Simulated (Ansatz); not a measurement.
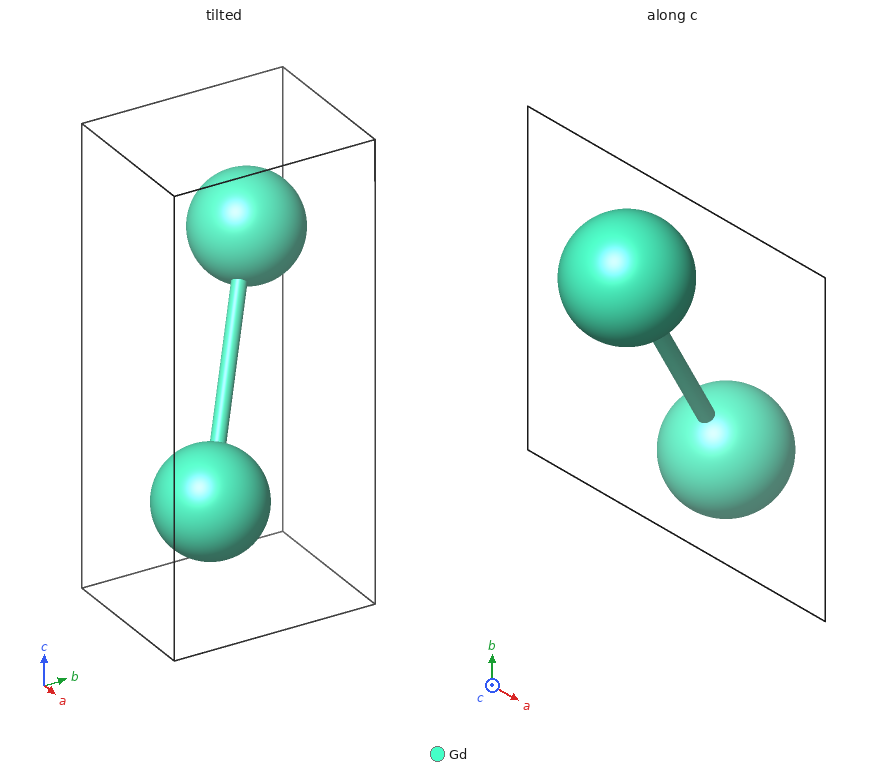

Structure drawing (ball-and-stick), viewed slightly off an axis and along the c axis. Atoms at the boundary of the conventional unit cell (the box) are drawn once for each face, edge or corner they touch. Cell: a = 3.62 Å, b = 3.62 Å, c = 5.80 Å, α = 90.00°, β = 90.00°, γ = 120.00°.

Its origin is the standard structure of this element. Earlier steps of the study may have refined or changed the cell and positions. It was run through Ansatz as a DFT input.

Q: What structure is drawn here?

A: The element is gadolinium. The lattice is primitive hexagonal and the space group P6_3/mmc (No. 194). Prototype: hexagonal close-packed (Mg type). The cell holds two atoms. Gd sits among twelve Gd in an anticuboctahedral arrangement at about 3.6 Å. The bonds build a three-dimensional framework.

Results below were computed with DFT PBE, scalar-relativistic, plane waves, PAW (Ansatz 0.2.0); the settings were a cutoff energy of 420 eV, the zone sampled with 14×14×8 points, Gaussian smearing of 0.05 eV, collinear spins.

Q: Which atoms carry magnetic moments in this run, and how do they order?

A: The state reached is antiferromagnetic. Sizes: Gd 7.3 μB; net moment 0.0 μB in the run's cell of 2 atoms.

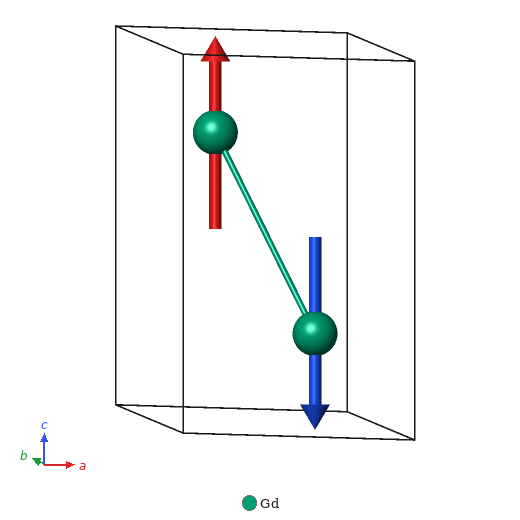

Site moments above 0.25 μB as arrows, small induced ones on non-metal atoms left out (red along the largest or up, blue against, purple across). The run's cell of 2 atoms is drawn.

Q: Is the electronic structure metallic or gapped?

A: A metal: bands cross the Fermi level.

Q: Can this geometry be taken as optimised?

A: Yes. All forces vanish to within 0.01 eV/Å. The pressure is 0.0 GPa, close to zero.
